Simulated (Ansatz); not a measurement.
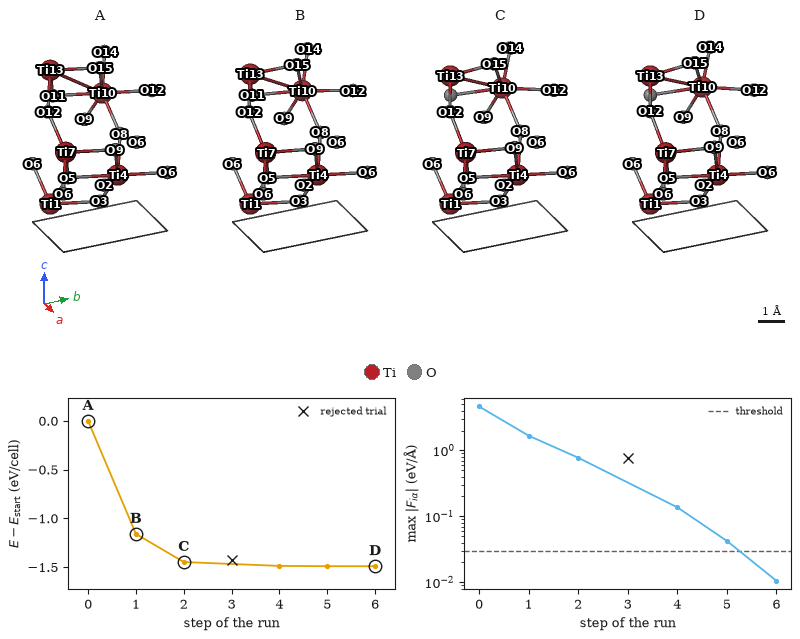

Frames of a constrained relaxation of a slab of composition TiO2 (cut from the I4_1/amd phase), marked on the history of the run. A ball-and-stick model of the cell of the calculation, outlined in the plane, without the vacuum (origin shifted), seen slightly off an axis.

Case: clean slab, lower half held. The slab is the (1 1 0) face of TiO2. 6 atoms are held fixed.

Computed with DFT PBE+D3(BJ), scalar-relativistic, plane waves, PAW in Ansatz 0.2.0. Set-up: plane-wave cutoff 420 eV; k-point mesh 6 × 6 × 1; occupations gaussian; smearing width 0.05 eV; no spin polarisation; dipole correction; atoms relaxed in a fixed cell; force threshold 0.03 eV/Å; at most 70 steps.

### Describe the path.

The largest moves, 0.29 Å, are those of O14 and O15. O15 goes at 49° to the normal (+c side). By element the largest moves are O 0.29 Å, Ti 0.24 Å. The cell doesn't change. Some distances before and after: Ti10–Ti13 3.051 → 2.877 Å, O11–Ti13 1.936 → 1.788 Å, Ti13–O14 1.992 → 1.851 Å, Ti7–Ti10 3.051 → 3.177 Å. Among the angles between lasting bonds that change: O14–Ti13–O15 180.0° → 154.2°, Ti10–Ti13–Ti10 127.9° → 144.8°, Ti10–Ti13–O15 141.6° → 154.5°. The energy falls by 1.490 eV per cell of the calculation in 5 accepted moves (6 points after the start). Largest force component: 4.6 eV/Å at the start, 0.011 eV/Å at the end. The line search rejected the trial step at point 3 of the run. From step 0 to 1: O atoms move most (0.17 Å), energy −1.158 eV per cell of the calculation. From step 1 to 2: O atoms move most (0.11 Å), energy −0.288 eV per cell of the calculation. From step 2 to 6: O atoms move most (0.05 Å), energy −43.2 meV per cell of the calculation.

| step | E − E(0), meV/atom | largest force component, eV/Å | note |
| --- | --- | --- | --- |
| 0 | 0.00 | 4.6349 |  |
| 1 | -77.23 | 1.6729 |  |
| 2 | -96.42 | 0.7751 |  |
| 3 | -95.21 | 0.7797 | rejected |
| 4 | -99.08 | 0.1372 |  |
| 5 | -99.27 | 0.0425 |  |
| 6 | -99.30 | 0.0106 |  |
